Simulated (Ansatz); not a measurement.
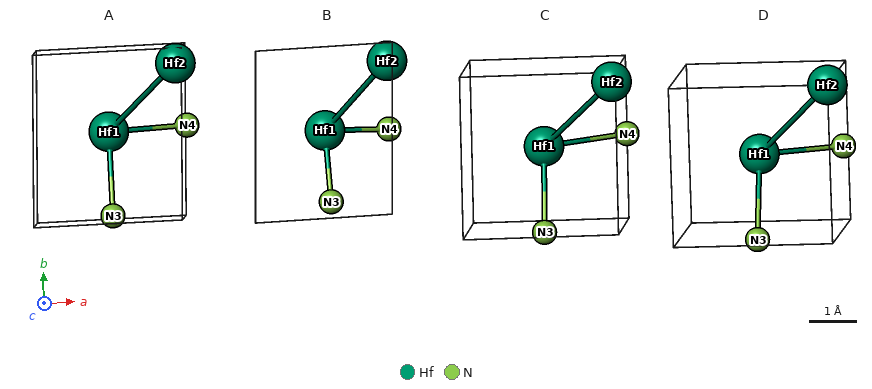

4 geometries from one relaxation of crystalline HfN (set up in P1), in shuffled order. Style: ball-and-stick. Shown: the cell of the calculation, reduced to other axes, along the c axis. Lengths and directions refer to the drawn axes.

Case: all atoms moved at random, sigma 0.25 Å for each component, cell strained at random, sigma 0.1; relaxed back.

Level of theory: Ansatz 0.2.0, DFT PBEsol, scalar-relativistic, plane waves, PAW. Set-up: plane-wave cutoff 420 eV; k-point mesh 10 × 10 × 8; occupations gaussian; smearing width 0.15 eV; no spin polarisation; cell and atoms relaxed; force threshold 0.01 eV/Å; at most 80 steps.

Put them in the order of the run, from the start to the converged end.

Answer. B, A, C, D. They are steps 0, 2, 4, 14, at +9.565 eV per cell of the calculation, +2.060 eV per cell of the calculation, +1.061 eV per cell of the calculation relative to the last. Over 12 accepted moves (14 points after the start) the energy falls by 9.565 eV per cell of the calculation. The largest force component goes from 18 to 0.00038 eV/Å. Pressure: 89.22 GPa at the start and 0.02 GPa at the end. The SCF was repeated twice at an unchanged geometry on a basis and grid sized afresh for the cell, which shifted the energy by 0.106 eV per cell of the calculation at most. The atom that moves furthest relative to the cell is Hf2 (0.56 Å along [1 3 2]). Largest moves by element: Hf 0.56 Å, N 0.39 Å. The drawn cell changes as follows: a 3.004 → 3.444 Å (+14.6 %), b 3.786 → 3.445 Å (−9.0 %), c 4.925 → 4.858 Å (−1.3 %), α 78.1° → 90.0°, β 79.4° → 90.0°, γ 84.2° → 90.0°; the volume changes by +7.2 %. Near-neighbour distances that change, for instance: Hf1–Hf2 4.798 → 3.441 Å, Hf2–N4 3.314 → 2.108 Å, Hf1–Hf2 (another image) 4.172 → 3.440 Å, Hf1–Hf2 (another image) 2.795 → 3.440 Å. New bonds form: Hf2–N4 (3.31 → 2.11 Å). Among the angles between lasting bonds that change: Hf1–N3–Hf2 73.5° → 109.4°, Hf1–N3–Hf2 130.3° → 109.4°, Hf1–N3–Hf2 91.8° → 109.4°. Within 0.06 Å the space group is P1 at the start and F-43m at the end; at a tighter tolerance small leftover displacements or strains of the cell lower it.
